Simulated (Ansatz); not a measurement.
```yaml
crystal:
  lattice:
    - [7.66719, 0.00000, 0.00000]
    - [-3.83359, 6.63998, 0.00000]
    - [0.00000, 0.00000, 23.65684]
  atoms:
    - { symbol: Si, position: [0.66667, 0.33333, 0.39904] }
    - { symbol: Si, position: [0.66667, 0.83333, 0.39904] }
    - { symbol: Si, position: [0.16667, 0.33333, 0.39904] }
    - { symbol: Si, position: [0.16667, 0.83333, 0.39904] }
    - { symbol: Si, position: [0.50000, 0.50000, 0.43212] }
    - { symbol: Si, position: [0.50000, 0.00000, 0.43212] }
    - { symbol: Si, position: [0.00000, 0.50000, 0.43212] }
    - { symbol: Si, position: [0.00000, 0.00000, 0.43212] }
    - { symbol: Si, position: [0.00228, 0.49666, 0.53119] }
    - { symbol: Si, position: [0.00228, 0.99666, 0.53119] }
    - { symbol: Si, position: [0.50228, 0.49666, 0.53119] }
    - { symbol: Si, position: [0.50228, 0.99666, 0.53119] }
    - { symbol: Si, position: [0.83606, 0.66279, 0.56410] }
    - { symbol: Si, position: [0.83606, 0.16279, 0.56410] }
    - { symbol: Si, position: [0.33606, 0.66279, 0.56410] }
    - { symbol: Si, position: [0.33606, 0.16279, 0.56410] }
    - { symbol: H, position: [0.66672, 0.33299, 0.33553] }
    - { symbol: H, position: [0.66672, 0.83299, 0.33553] }
    - { symbol: H, position: [0.16672, 0.33299, 0.33553] }
    - { symbol: H, position: [0.16672, 0.83299, 0.33553] }
    - { symbol: O, position: [0.84508, 0.65360, 0.63527] }
    - { symbol: O, position: [0.84508, 0.15360, 0.63527] }
    - { symbol: O, position: [0.34508, 0.65360, 0.63527] }
    - { symbol: O, position: [0.34508, 0.15360, 0.63527] }
    - { symbol: H, position: [0.77909, 0.71676, 0.65464] }
    - { symbol: H, position: [0.77909, 0.21676, 0.65464] }
    - { symbol: H, position: [0.27909, 0.71676, 0.65464] }
    - { symbol: H, position: [0.27909, 0.21676, 0.65464] }
```

Theory: DFT PBE+D3(BJ), scalar-relativistic, plane waves, PAW in Ansatz 0.2.0.

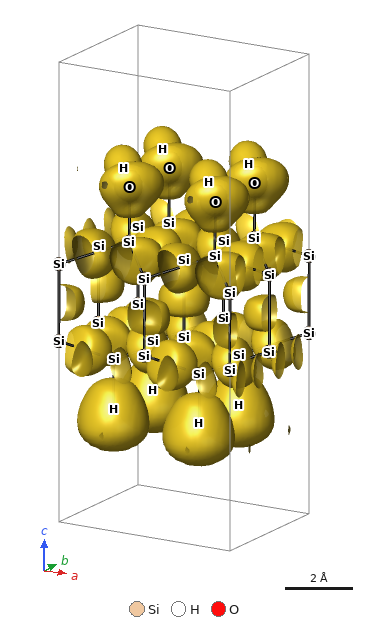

Si4H2O (slab). Isosurface of the ELF at 0.75 (yellow), seen slightly off an axis. Core shells and regions of very low density are left out. Sticks mark near contacts.

Q: Describe the localisation domains.

A: The surface consists of 28 regions between bonded Si–Si atoms (shared pairs), four regions around hydrogen nuclei and four joined regions spread over several atoms (H, O), in which their bonds and any lone pairs are merged, counted in one cell of 28 atoms. Counts are for one cell; the picture repeats the cell along the surface. Along the contacts the grid gives the following. O–H (0.97 Å): the ELF climbs to about 1 towards the hydrogen, as it does in any bond to H: an ordinary covalent bond to hydrogen. Si–H (1.50 Å): the ELF climbs to about 1 towards the hydrogen: an ordinary covalent bond to hydrogen.
